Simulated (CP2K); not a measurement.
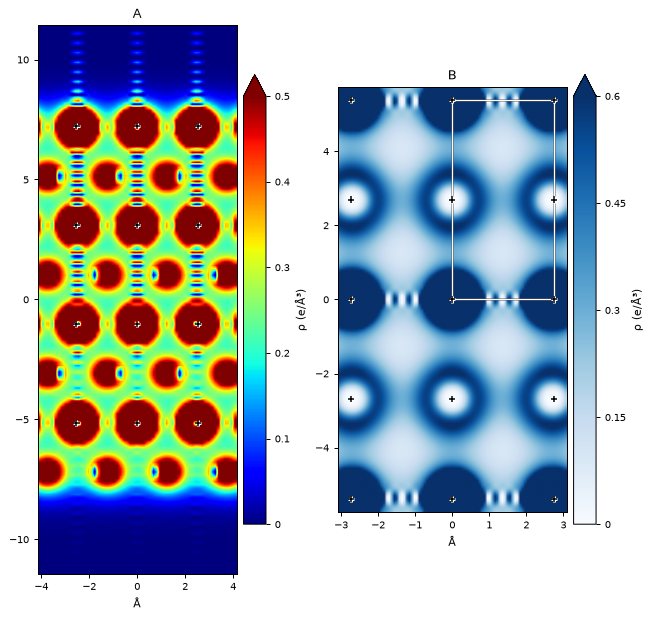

The valence charge density (pseudo) of 2 systems, each on a plane through atoms (crosses mark nuclei in the plane).

Level of theory: CP2K, Kohn-Sham DFT of a periodic cell, PBE, GTH-PBE with UZH-TZVP basis.

System 1: GaAs, the (11̄0) plane of the conventional cell. Space group P4/mmm; a generated structure, not necessarily the stable one.

```xyz
2
Lattice="3.8101 0.0000 0.0000 0.0000 3.8101 0.0000 0.0000 0.0000 2.7389" Properties=species:S:1:pos:R:3 pbc="T T T"
Ga    1.9051    1.9051    1.3695
As    0.0000    0.0000    1.3695
```

System 2: Cu (slab), the (010) plane of the calculation cell, a cut from vacuum to vacuum. 

```
CELL_PARAMETERS angstrom
2.53076 0.00000 0.00000
-1.26538 2.19171 0.00000
0.00000 0.00000 29.45818
ATOMIC_POSITIONS crystal
Cu 0.33333 0.66667 0.25460
Cu 0.00000 0.00000 0.32471
Cu 0.66667 0.33333 0.39483
Cu 0.00000 0.00000 0.46494
Cu 0.33333 0.66667 0.53506
Cu 0.00000 0.00000 0.60517
Cu 0.66667 0.33333 0.67529
Cu 0.00000 0.00000 0.74540
```

### Match each panel to its system.

Panel A is system 2, Cu: the plane holds Cu. Cu–Cu (2.53 Å): the density is about 0.38 e/Å³ at the midpoint. Panel B is system 1, GaAs: the plane holds Ga and As. Ga–As (2.69 Å): the density is about 0.3 e/Å³ at the midpoint.
